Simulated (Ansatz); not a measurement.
**Run report: Zn$_{8}$O$_{7}$ (charge +2), geometry relaxation (part 2 of 2)**

The same run, continued: Zn$_{8}$O$_{7}$ (defect cell, 15 atoms in the cell, total charge +2); DFT PBE, scalar-relativistic, plane waves, PAW, no spin polarisation (Ansatz 0.2.0); cutoff 420 eV, 3×3×3 k-mesh, Gaussian smearing of 0.01 eV. The structure derives from a Materials Project entry. It belongs to a series of runs on one base structure; here: O vacancy (site b), charge +2, atoms relaxed at the host's cell.

Geometry of the input (Å; fractional positions):
```
0.0000  0.0000  -5.2932
-3.2794  5.6801  0.0000
6.5588  0.0000  0.0000
Zn 0.4517  0.1693  0.3351
Zn 0.5045  0.6673  0.3333
Zn 0.5046  0.1694  0.8356
Zn 0.5046  0.6673  0.8357
Zn 1.0094  0.3256  0.1799
Zn 1.0126  0.8593  0.1841
Zn 1.0072  0.3241  0.6474
Zn 1.0034  0.8345  0.6679
O  0.1207  0.6660  0.3309
O  0.1208  0.1716  0.8366
O  0.1207  0.6662  0.8367
O  0.6232  0.3302  0.1727
O  0.6234  0.8435  0.1727
O  0.6233  0.3303  0.6595
O  0.6226  0.8346  0.6681
```

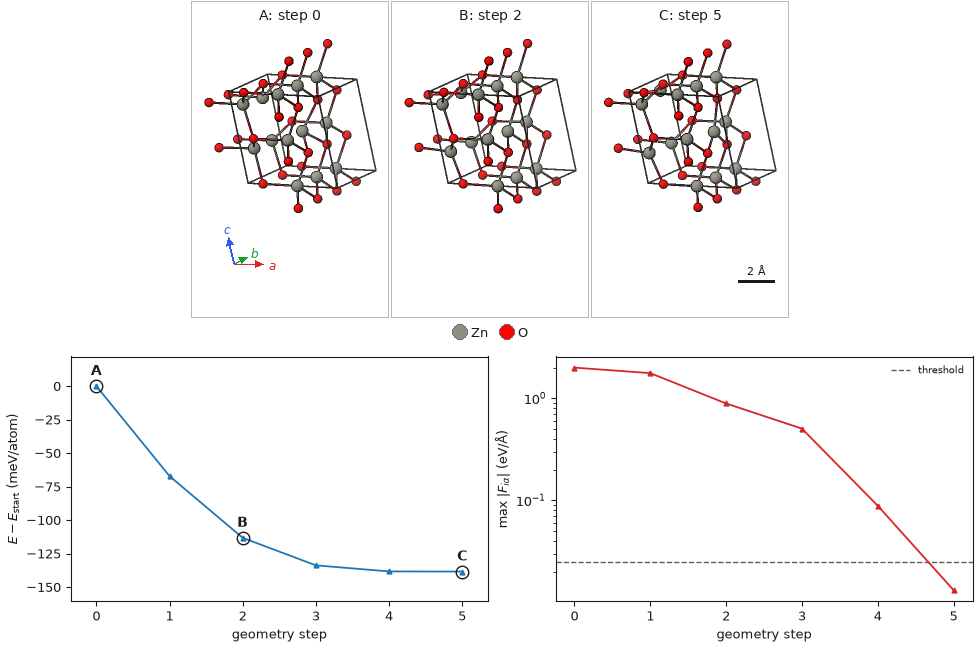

Figure 1. Frames of the relaxation (ball-and-stick view of the cell of the calculation (origin shifted), with bonded neighbours outside it, seen slightly off an axis) above the curves, on which the letters mark them (the first geometry is step 0 here and step 1 in the log).

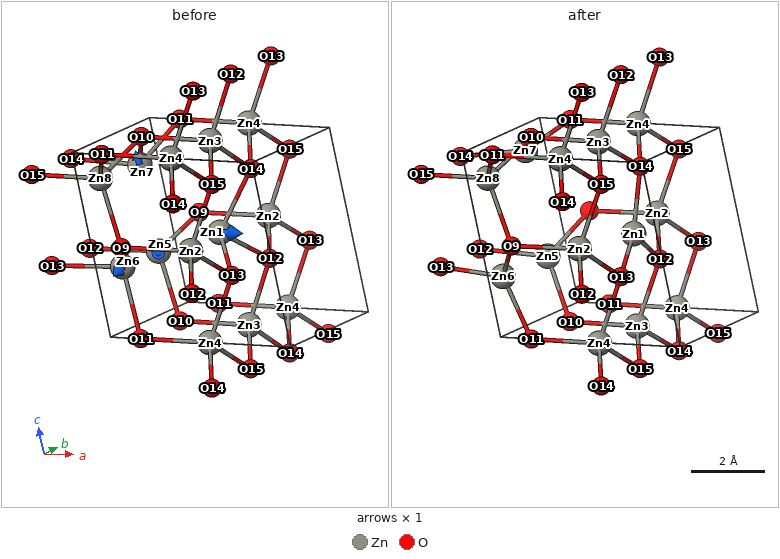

Figure 2. Before (left) and after (right) the relaxation, at one scale (ball-and-stick view of the cell of the calculation (origin shifted), with bonded neighbours outside it, seen slightly off an axis). The blue arrows give the displacements, at true length. Zn1 moves most: 0.70 Å. Largest moves by element: Zn 0.70 Å, O 0.06 Å. The cell stays as it was. Among the contacts that change: Zn1–O13 2.062 → 1.912 Å, Zn1–O12 2.049 → 1.912 Å, Zn6–O11 2.058 → 1.931 Å, Zn5–O12 2.046 → 1.934 Å. Among the angles that change: Zn5–O9–Zn6 119.1° → 92.7°, Zn5–O10–Zn7 117.7° → 92.7°, O12–Zn1–O13 101.9° → 119.0°. The energy falls by 138 meV per atom in 5 geometry steps. The largest force component goes from 2 to 0.013 eV/Å. (Atoms are counted from 1 in the order of the input.)

```
SCF converged after 7 iterations
Free energy (F): -30540.714352 eV
Harris-Foulkes:  -30540.714352 eV  (|F-HF|=3.74e-8)
Internal energy: -30540.714352 eV  (E = F + TS)
E sigma→0 (E₀):  -30540.714352 eV
Fermi energy:    6.426597 eV
--- Per-component energies (eV) ---
  E_band       = 136.122252
  E_kinetic    = 2245.885527
  E_local      = -16962.312075  (includes V_loc(G=0)·N_el)
  E_nonlocal   = 5276.190653
  E_hartree    = 7041.084398
  E_xc         = -1587.651308
  E_vxc        = -1040.946049  (∫ρ·V_xc dr)
  E_paw        = -15752.562207  (= ΣΔE_a)
  E_vpaw       = -3464.877410  (= ΣTr[D̂ρ^β])
  E_aug_tail   = 0.014241  (compensation charges beyond the density's cutoff)
  E_ewald      = -10801.363581
  E_smearing   = -0.000000  (= −TS)
  E_closure    = -0.000000  (closes the sum)
  E_deformation_potential = 26.149218  (in the stress; not in F)
  Σ components = -30540.714352   (vs F -30540.714352, Δ=0.00e0)
--- Forces (eV/Å), atoms counted from 1 ---
  atom   1  Zn     0.00007575    -0.00068316    -0.00637797
  atom   2  Zn    -0.01214300    -0.00661095     0.00209889
  atom   3  Zn    -0.00006586     0.01320226     0.00273500
  atom   4  Zn     0.01205276    -0.00636429     0.00236456
  atom   5  Zn    -0.00125290     0.00096308     0.00276239
  atom   6  Zn    -0.00056334    -0.00215293     0.00293376
  atom   7  Zn     0.00102863     0.00118291     0.00216792
  atom   8  Zn     0.00051852    -0.00023116    -0.00919342
  atom   9  O      0.00187418     0.00113071     0.00047068
  atom  10  O      0.00007789    -0.00243618     0.00018068
  atom  11  O     -0.00222467     0.00107041     0.00058394
  atom  12  O     -0.00002634     0.00070926     0.00088140
  atom  13  O      0.00014434    -0.00047450     0.00095398
  atom  14  O      0.00042456     0.00042749     0.00101577
  atom  15  O      0.00007708     0.00026300    -0.00366198
  max |Σ_I F_I| component: 8.44e-5 eV/Å
--- Charged-cell corrections in eV (Makov–Payne, q = +2.000 e, ε = [10.553, 10.553, 11.588]) ---
  F (periodic)     = -30540.714352  (uncorrected; the corrections below are reported, never added to it)
  E_corr1          = +1.285150  (monopole, q²α_M/2ε̄L, of the cell on which ε is isotropic)
  F Makov-Payne    = -30539.429202  (F + E_corr1; no measured alignment; for a localised charge, not one spread in a band: unchecked)
  no potential alignment in this run, which stands beside a crystal: run the host's input off ansatz write-host-input, and read the two finished runs by ansatz place-levels (neither reads a slab, a wire or a sheet, whose cell leaves a vacuum)
--- Band table (eV; the first three rows and the last of 14) ---
  k-point 0: bands = ["-11.6109", "-11.1118", "-11.1116", "-11.0867", "-10.8921", "-10.8918", "-10.5594", "0.1577", "0.3497", "0.3498", "0.3903", "0.4332", "0.4333", "0.5468", "0.6481", "0.6482", "0.6809", "0.6809", "0.7423", "0.7524", "1.0024", "1.0025", "1.1949", "1.1960", "1.1961", "1.3783", "1.3783", "1.4375", "1.4390", "1.4953", "1.4953", "1.6087", "1.7808", "1.7809", "1.8145", "1.8816", "1.8817", "2.0120", "2.1199", "2.1200", "2.2443", "2.2444", "2.4344", "2.4666", "2.4666", "2.4902", "2.4902", "2.4956", "2.7903", "2.9295", "2.9296", "3.0260", "3.3501", "3.3502", "3.5799", "3.5800", "4.0733", "4.4829", "4.5609", "4.5610", "5.2285", "5.2286", "5.4888", "5.4888", "5.5749", "6.1006", "6.3434", "6.3435", "6.5093", "9.6580", "11.2229", "11.2232", "11.4263", "11.8261", "12.5321", "13.1531", "13.1532", "14.0898", "14.0900", "14.0995", "14.6660", "14.6666", "14.6953"]
  k-point 1: bands = ["-11.5043", "-11.2322", "-11.1172", "-11.0500", "-10.9265", "-10.8887", "-10.5616", "0.2076", "0.3253", "0.3906", "0.4066", "0.4860", "0.4885", "0.5432", "0.6183", "0.6296", "0.6862", "0.7278", "0.7849", "0.8020", "0.9726", "1.0207", "1.1029", "1.2290", "1.2663", "1.3097", "1.3665", "1.4100", "1.4101", "1.4735", "1.5335", "1.6577", "1.6869", "1.7100", "1.7759", "1.8645", "1.8799", "2.0723", "2.1529", "2.1970", "2.2243", "2.2446", "2.3724", "2.4364", "2.4721", "2.4833", "2.5356", "2.6175", "2.6598", "2.9590", "2.9707", "3.2084", "3.4547", "3.4594", "3.6616", "3.7735", "3.9567", "4.1994", "4.4865", "4.7394", "4.8489", "5.0512", "5.2517", "5.3565", "5.5104", "5.5747", "6.0624", "6.1986", "7.7589", "9.4988", "10.8727", "10.9987", "11.8264", "12.0870", "12.4502", "13.5938", "13.7271", "14.2091", "14.6008", "14.6588", "14.7818", "14.8190", "15.1728"]
  k-point 2: bands = ["-11.5043", "-11.2321", "-11.1173", "-11.0499", "-10.9263", "-10.8889", "-10.5616", "0.2075", "0.3251", "0.3905", "0.4066", "0.4861", "0.4885", "0.5432", "0.6183", "0.6296", "0.6862", "0.7278", "0.7849", "0.8021", "0.9726", "1.0208", "1.1028", "1.2291", "1.2663", "1.3097", "1.3664", "1.4100", "1.4101", "1.4735", "1.5334", "1.6577", "1.6870", "1.7101", "1.7759", "1.8645", "1.8798", "2.0723", "2.1528", "2.1970", "2.2243", "2.2446", "2.3724", "2.4364", "2.4722", "2.4833", "2.5356", "2.6176", "2.6598", "2.9590", "2.9708", "3.2084", "3.4547", "3.4594", "3.6614", "3.7736", "3.9568", "4.1994", "4.4865", "4.7394", "4.8490", "5.0512", "5.2517", "5.3565", "5.5104", "5.5746", "6.0624", "6.1986", "7.7590", "9.4988", "10.8727", "10.9988", "11.8262", "12.0870", "12.4502", "13.5938", "13.7272", "14.2091", "14.6006", "14.6589", "14.7818", "14.8192", "15.1728"]
  k-point 13: bands = ["-11.2922", "-11.2143", "-11.1648", "-11.0388", "-11.0119", "-10.9578", "-10.5914", "0.1918", "0.2363", "0.3110", "0.3314", "0.3894", "0.3921", "0.4527", "0.5288", "0.5519", "0.6768", "0.6967", "0.7182", "0.7672", "0.9272", "1.0174", "1.0952", "1.1695", "1.2170", "1.2686", "1.3257", "1.3403", "1.3650", "1.4232", "1.4805", "1.5330", "1.6596", "1.6778", "1.7096", "1.7134", "1.8351", "1.8520", "2.1298", "2.1379", "2.2587", "2.3507", "2.3635", "2.4222", "2.4578", "2.4695", "2.6436", "2.7443", "3.2340", "3.2548", "3.2640", "3.4605", "3.5388", "3.9276", "4.1688", "4.1738", "4.2390", "4.4650", "4.4655", "4.7365", "4.8769", "4.8780", "5.0329", "5.1575", "5.4179", "5.5742", "5.5923", "5.7086", "8.8062", "9.9864", "10.3454", "10.6939", "11.4912", "12.1693", "12.2959", "13.4309", "13.6911", "14.6373", "14.7655", "15.1111", "15.1443", "15.1794", "15.8263"]
--- Relaxed structure (6 steps of the walk, 6 accepted, 0 SCFs on fresh bases) ---
  F+E_penalty+E_count = -30540.71435221 eV   max|allowed force component| = 1.320e-2 eV/Å
  atoms:
    - { symbol: Zn, position: [0.5830858504398773, 0.1683998107714657, 0.33529588457122506] }
    - { symbol: Zn, position: [0.4968778880303872, 0.6726313696121041, 0.3438258958496646] }
    - { symbol: Zn, position: [0.49687983511884537, 0.15985161231839656, 0.8310243966452731] }
    - { symbol: Zn, position: [0.49686782739380286, 0.6726389730814895, 0.8310524205682913] }
    - { symbol: Zn, position: [0.9816871660827291, 0.35964171522266764, 0.1440333984029048] }
    - { symbol: Zn, position: [0.9816803798056227, 0.7858856201435793, 0.14410591473421663] }
    - { symbol: Zn, position: [0.9816469023479123, 0.3596770818384099, 0.7178728974550285] }
    - { symbol: Zn, position: [0.9892235657387631, 0.8350546483721795, 0.6686586189161214] }
    - { symbol: O, position: [0.12203494061524721, 0.6700934383314884, 0.3387778138287703] }
    - { symbol: O, position: [0.122028807078849, 0.16493847319746252, 0.8335735211661527] }
    - { symbol: O, position: [0.12202323647563972, 0.6701350552805987, 0.8336372086969943] }
    - { symbol: O, position: [0.6198479683535639, 0.3358456965279371, 0.16779807950486653] }
    - { symbol: O, position: [0.6198424489937233, 0.8334432721816515, 0.1678435027640071] }
    - { symbol: O, position: [0.6198306546465185, 0.3358544008175754, 0.6702442707563357] }
    - { symbol: O, position: [0.6192609040785183, 0.8350338827029936, 0.668635985540148] }
```

### Trajectory as extended XYZ (Å, eV, eV/Å), 6 frames, from step=1 to step=6
```
15
Lattice="0.0000 0.0000 -5.2932 -3.2794 5.6801 0.0000 6.5588 0.0000 0.0000" Properties=species:S:1:pos:R:3:forces:R:3 step=1 energy=-30538.63902
Zn    1.6430    0.9615   -2.3908    0.0063  -0.0466  -1.9986
Zn   -0.0019    3.7900   -2.6707    0.1796   0.1214  -0.1654
Zn    4.9251    0.9623   -2.6710   -0.0011  -0.2302  -0.1172
Zn    3.2929    3.7904   -2.6707   -0.1768   0.1295  -0.1263
Zn    0.1121    1.8494   -5.3432   -1.4367   0.7399   0.7412
Zn   -1.6105    4.8810   -5.3598   -0.1575  -1.6845   0.8050
Zn    3.1832    1.8411   -5.3312    1.4248   0.8461   0.6571
Zn    1.6442    4.7399   -5.3114    0.0617   0.0087   0.2577
O    -0.0138    3.7827   -0.6390    0.0781   0.0511  -0.1615
O     4.9246    0.9745   -0.6393    0.0111  -0.0357  -0.1292
O     3.3033    3.7839   -0.6390    0.0058   0.0519  -0.1273
O     0.0496    1.8757   -3.2988    0.4409  -0.2430   0.1372
O    -1.6337    4.7912   -3.3000    0.0109   0.5445   0.1194
O     3.2421    1.8761   -3.2994   -0.4440  -0.2553   0.1660
O     1.6453    4.7405   -3.2958   -0.0031   0.0022  -0.0580
15
Lattice="0.0000 0.0000 -5.2932 -3.2794 5.6801 0.0000 6.5588 0.0000 0.0000" Properties=species:S:1:pos:R:3:forces:R:3 step=2 energy=-30539.64595
Zn    1.6444    0.9587   -2.5249    0.0115  -0.0295  -1.7646
Zn    0.0134    3.7998   -2.6821    0.2526   0.1496  -0.0216
Zn    4.9254    0.9439   -2.6812    0.0000  -0.2941  -0.0065
Zn    3.2776    3.8007   -2.6826   -0.2465   0.1507  -0.0092
Zn   -0.0130    1.9173   -5.2815   -1.1192   0.5897   0.4802
Zn   -1.6200    4.7345   -5.2935   -0.1157  -1.3253   0.5374
Zn    3.3116    1.9165   -5.2747    1.0983   0.6512   0.4192
Zn    1.6463    4.7403   -5.3067    0.0234   0.0027   0.2423
O     0.0077    3.7952   -0.6639   -0.1505  -0.0823   0.0788
O     4.9261    0.9497   -0.6652    0.0074   0.2400   0.1213
O     3.2821    3.7980   -0.6669    0.2490  -0.0905   0.1375
O     0.0310    1.8867   -3.2750    0.4702  -0.2640  -0.0565
O    -1.6337    4.7708   -3.2757    0.0074   0.5790  -0.0895
O     3.2617    1.8875   -3.2764   -0.4816  -0.2770  -0.0252
O     1.6452    4.7409   -3.3098   -0.0062  -0.0006  -0.0436
15
Lattice="0.0000 0.0000 -5.2932 -3.2794 5.6801 0.0000 6.5588 0.0000 0.0000" Properties=species:S:1:pos:R:3:forces:R:3 step=3 energy=-30540.33677
Zn    1.6459    0.9566   -2.7170   -0.0051  -0.0038  -0.8899
Zn    0.0416    3.8163   -2.6794   -0.1778  -0.0993   0.1536
Zn    4.9253    0.9124   -2.6778    0.0011   0.1923   0.1580
Zn    3.2506    3.8168   -2.6794    0.1672  -0.0921   0.1598
Zn   -0.1272    1.9798   -5.2363   -0.4400   0.2617   0.2846
Zn   -1.6294    4.5983   -5.2426   -0.0017  -0.5378   0.3054
Zn    3.4242    1.9832   -5.2339    0.4367   0.2452   0.2797
Zn    1.6475    4.7407   -5.2767    0.0045   0.0053  -0.1381
O    -0.0088    3.7859   -0.6485    0.2827   0.1690  -0.1875
O     4.9265    0.9745   -0.6461   -0.0007  -0.3348  -0.1955
O     3.3070    3.7877   -0.6459   -0.2953   0.1801  -0.2103
O     0.0604    1.8702   -3.2887   -0.4056   0.2337   0.0854
O    -1.6333    4.8076   -3.2925    0.0001  -0.4713   0.0895
O     3.2311    1.8699   -3.2878    0.4124   0.2443   0.0875
O     1.6444    4.7407   -3.3074    0.0215   0.0073   0.0181
15
Lattice="0.0000 0.0000 -5.2932 -3.2794 5.6801 0.0000 6.5588 0.0000 0.0000" Properties=species:S:1:pos:R:3:forces:R:3 step=4 energy=-30540.64485
Zn    1.6463    0.9569   -2.9170   -0.0025  -0.0033  -0.5046
Zn    0.0432    3.8171   -2.6541   -0.0701  -0.0393   0.0912
Zn    4.9257    0.9128   -2.6531    0.0005   0.0735   0.0938
Zn    3.2502    3.8175   -2.6538    0.0651  -0.0365   0.0949
Zn   -0.2062    2.0254   -5.2190   -0.0848   0.0556   0.1772
Zn   -1.6305    4.5026   -5.2217   -0.0016  -0.1156   0.1839
Zn    3.5010    2.0269   -5.2175    0.0843   0.0506   0.1767
Zn    1.6475    4.7417   -5.2377    0.0021   0.0016  -0.1072
O     0.0166    3.8009   -0.6499    0.1171   0.0694  -0.0745
O     4.9260    0.9456   -0.6486    0.0001  -0.1390  -0.0789
O     3.2802    3.8021   -0.6486   -0.1231   0.0735  -0.0844
O     0.0188    1.8952   -3.2873   -0.1334   0.0781   0.0321
O    -1.6327    4.7584   -3.2891    0.0007  -0.1548   0.0368
O     3.2736    1.8952   -3.2863    0.1369   0.0826   0.0295
O     1.6461    4.7420   -3.2762    0.0087   0.0037  -0.0669
15
Lattice="0.0000 0.0000 -5.2932 -3.2794 5.6801 0.0000 6.5588 0.0000 0.0000" Properties=species:S:1:pos:R:3:forces:R:3 step=5 energy=-30540.71291
Zn    1.6467    0.9565   -3.1056   -0.0001   0.0007   0.0693
Zn    0.0463    3.8186   -2.6287    0.0403   0.0234  -0.0065
Zn    4.9260    0.9101   -2.6284    0.0004  -0.0408  -0.0096
Zn    3.2476    3.8190   -2.6285   -0.0399   0.0220  -0.0083
Zn   -0.2378    2.0449   -5.1925    0.0133  -0.0086  -0.0194
Zn   -1.6319    4.4610   -5.1920    0.0007   0.0145  -0.0205
Zn    3.5321    2.0452   -5.1924   -0.0136  -0.0089  -0.0193
Zn    1.6476    4.7432   -5.2439   -0.0020  -0.0002   0.0884
O     0.0248    3.8068   -0.6443   -0.0212  -0.0134  -0.0097
O     4.9264    0.9364   -0.6444   -0.0003   0.0278  -0.0079
O     3.2702    3.8072   -0.6444    0.0211  -0.0150  -0.0086
O     0.0003    1.9066   -3.2792   -0.0370   0.0202  -0.0087
O    -1.6324    4.7355   -3.2787    0.0004  -0.0414  -0.0099
O     3.2931    1.9067   -3.2792    0.0377   0.0211  -0.0085
O     1.6469    4.7426   -3.2777    0.0001  -0.0015  -0.0229
15
Lattice="0.0000 0.0000 -5.2932 -3.2794 5.6801 0.0000 6.5588 0.0000 0.0000" Properties=species:S:1:pos:R:3:forces:R:3 step=6 energy=-30540.71435
Zn    1.6469    0.9565   -3.0864    0.0001  -0.0007  -0.0064
Zn    0.0493    3.8206   -2.6301   -0.0121  -0.0066   0.0021
Zn    4.9263    0.9080   -2.6301   -0.0001   0.0132   0.0027
Zn    3.2448    3.8206   -2.6300    0.0121  -0.0064   0.0024
Zn   -0.2347    2.0428   -5.1963   -0.0013   0.0010   0.0028
Zn   -1.6321    4.4639   -5.1963   -0.0006  -0.0022   0.0029
Zn    3.5288    2.0430   -5.1961    0.0010   0.0012   0.0022
Zn    1.6471    4.7432   -5.2362    0.0005  -0.0002  -0.0092
O     0.0245    3.8062   -0.6460    0.0019   0.0011   0.0005
O     4.9263    0.9369   -0.6459    0.0001  -0.0024   0.0002
O     3.2700    3.8064   -0.6459   -0.0022   0.0011   0.0006
O    -0.0008    1.9076   -3.2810    0.0000   0.0007   0.0009
O    -1.6323    4.7340   -3.2810    0.0001  -0.0005   0.0010
O     3.2946    1.9077   -3.2809    0.0004   0.0004   0.0010
O     1.6470    4.7431   -3.2779    0.0001   0.0003  -0.0037
```

### Summary

| quantity | value |
| --- | --- |
| outcome | converged |
| electrons treated | 136 |
| free energy | −30540.7144 eV |
| Fermi energy | 6.427 eV |
| gap on the k-point mesh | 0.17 eV |
| final volume | 197.20 Å³ |
| largest force (length of the vector) at the end | 0.014 eV/Å |
| wall time | 2.5 min (CPU time 8.1 min) |
| peak memory | 0.76 GiB |
